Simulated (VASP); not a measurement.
```cif
data_structure
_symmetry_space_group_name_H-M 'P 1'
_symmetry_Int_Tables_number 1
_cell_length_a 3.1288
_cell_length_b 3.1288
_cell_length_c 3.1288
_cell_angle_alpha 90.000
_cell_angle_beta 90.000
_cell_angle_gamma 90.000
_cell_volume 30.63
loop_
_atom_site_label
_atom_site_type_symbol
_atom_site_fract_x
_atom_site_fract_y
_atom_site_fract_z
_atom_site_occupancy
Zn1 Zn 0.50000 0.50000 0.50000 1
Au1 Au 0.00000 0.00000 0.00000 1
```

Space group Pm-3m.

Theory: VASP, Kohn-Sham DFT of a periodic cell, PBEsol, VASP PAW PBE potentials, recommended.

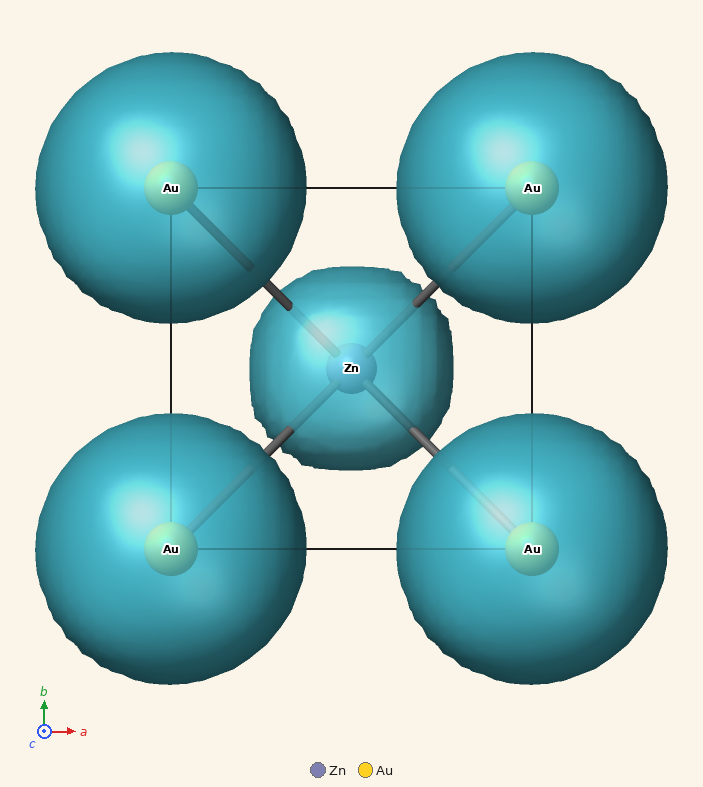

ZnAu. Isosurface of the valence electron density at 0.4 e/Å³ (cyan), seen along the c axis. Sticks mark near contacts.

Core electrons are frozen (PAW), and the valence fields are smoothed inside the atomic spheres.

Q: Which contacts does the surface bridge?

A: At this value the density breaks into separate islands; it holds about 80 % of the electrons treated as valence. It bridges none of the near contacts. It is pinched off along the shortest Zn–Au (2.71 Å) contacts. On the grid the lowest density along these lines, outside the cores, is 0.27 e/Å³ (Zn–Au, 2.71 Å).
